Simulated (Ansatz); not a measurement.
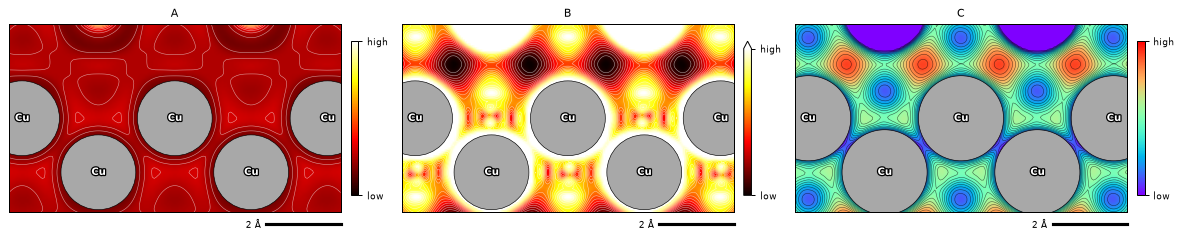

Cu: 3 fields on the (100) plane of the calculation cell, with unlabelled colour scales. Grey discs cover the atomic cores.

Space group P6₃/mmc; a structure from a database of computed crystals, not necessarily the ambient phase; computed without spin polarisation.

Method: DFT PBEsol, scalar-relativistic, plane waves, PAW (Ansatz 0.2.0).

### Match the panels to the quantities (electron localisation function, electrostatic potential energy of an electron and valence pseudo-density).

Panel A: electron localisation function. Panel B: valence pseudo-density. Panel C: electrostatic potential energy of an electron (low next to the atoms, rising into the space between them). From the grid: Cu–Cu (2.52 Å): ρ is about 0.29 e/Å³ halfway; the ELF is about 0.20 at the midpoint: no shared electron pair shows on this line.
